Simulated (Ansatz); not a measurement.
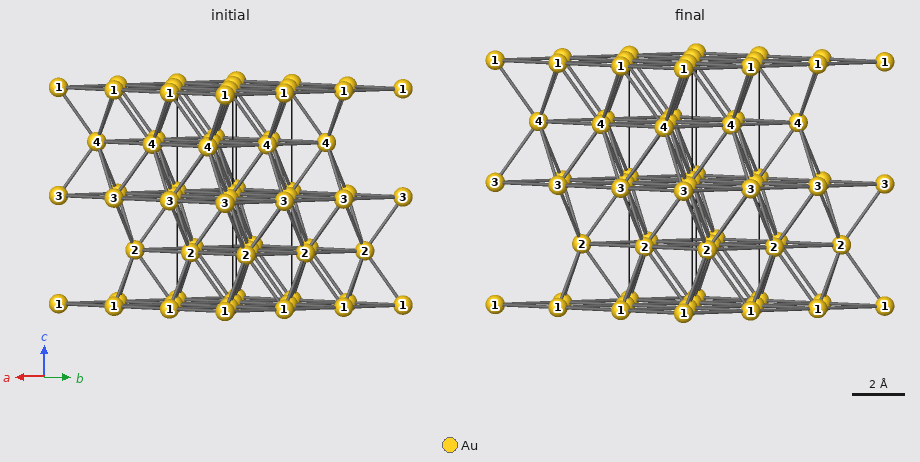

The structure of solid Au (a generated structure, set up in P6_3/mmc) (coarse preliminary run) before (left) and after (right) a relaxation, at one scale.

Style: ball-and-stick. Shown: the cell of the calculation, repeated 3 × 3 × 1 with one cell outlined, from a free direction.

Case: Cu → Au on all its sites, cell and atoms relaxed.

Level of theory: DFT r2SCAN, scalar-relativistic, plane waves, PAW in Ansatz 0.2.0.

Input file:
```yaml
crystal:
  lattice:
    - [2.580762898, 0.0, 0.0]
    - [-1.290381449, 2.2350062308, 0.0]
    - [0.0, 0.0, 8.4319520189]
  atoms:
    - { symbol: Au, position: [0.0, 0.0, 0.0] }
    - { symbol: Au, position: [0.3333333333, 0.6666666667, 0.25] }
    - { symbol: Au, position: [0.0, 0.0, 0.5] }
    - { symbol: Au, position: [0.6666666667, 0.3333333333, 0.75] }
basis:
  ecutwfc: 500
kpoints:
  mp_grid: { grid: [12, 12, 4] }
hamiltonian:
  xc: r2scan
scf:
  occupations: { method: gaussian, width: 0.1 }
output:
  forces: true
  stress: true
  eigenvalues: true
relax:
  adjacent_minimum: "off"
  f_tol: 0.05
  max_steps: 60
  cell: { stress_tol: 0.5 }
```

Run as
```bash
ansatz run input.yaml --threads 1 --pin off --max-ram 2560MiB --backend cpu --events-out ev --progress --plain --runs-dir out
```

> Describe what moved and what it gained.

After 5 accepted moves (6 points after the start) the energy has fallen by 7.270 eV per cell of the calculation. All forces vanish by symmetry, so only the cell relaxes. Pressure: 160.41 GPa at the start and 0.18 GPa at the end. The SCF was repeated once at an unchanged geometry on a basis and grid sized afresh for the cell, which shifted the energy by 21.7 meV per cell of the calculation at most. No atom moves by more than 0.005 Å relative to the cell. The drawn cell changes as follows: a = b 2.581 → 2.918 Å (+13.1 %), c 8.432 → 9.522 Å (+12.9 %); the volume changes by +44.4 %. Among the contacts that change: Au1–Au1 2.581 → 2.918 Å. The space group stays P6_3/mmc (No. 194). The run took 3.4 min on 1 thread of Intel(R) Xeon(R) Processor @ 2.50GHz (Skylake/Cascade Lake) (shared host), peak memory 0.64 GiB.
